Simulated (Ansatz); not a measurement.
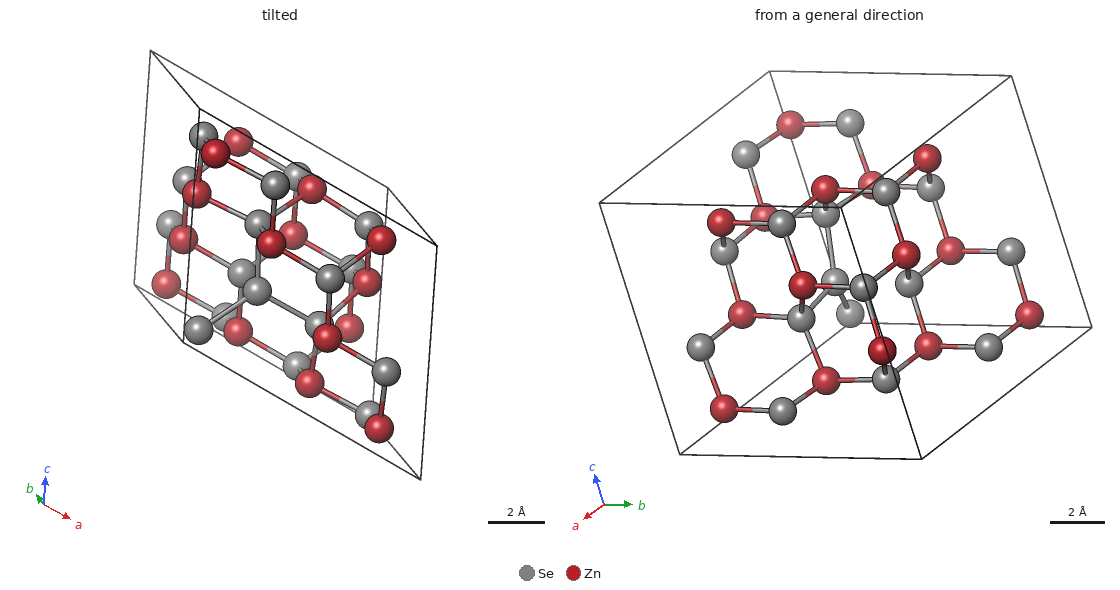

Shown here is a ball-and-stick view of the crystal, taken slightly off an axis and from a general direction. The frame is the supercell; atoms at its boundary are shown with their periodic copies. The host is ZnSe, in a cell of 32 sites, and the cell carries a charge of +1.

Question: Where does the cell differ from the host, and how?

Answer: Selenium on a zinc site (an antisite). It is bonded to three Se in a trigonal planar arrangement at about 2.6 Å.

The calculation used DFT PBE, scalar-relativistic, plane waves, PAW in Ansatz 0.2.0, with a 420 eV plane-wave basis, a 2×2×2 sampling of the Brillouin zone, Gaussian smearing of 0.01 eV, collinear spins.

Question: Does the defect leave unpaired spin?

Answer: Yes, 1.0 μB in the cell.

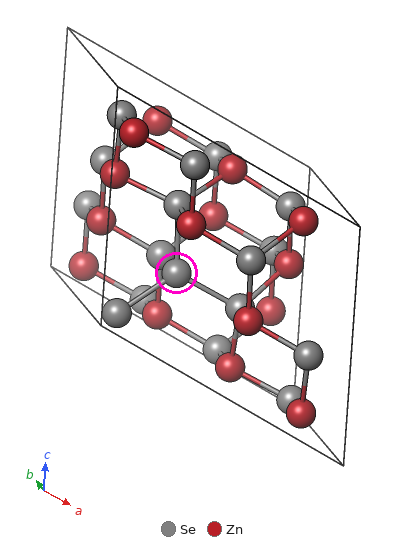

The same cell with a ring at the defect's site.

The atoms were relaxed in the host's cell with DFT PBE, scalar-relativistic, plane waves, PAW (Ansatz).
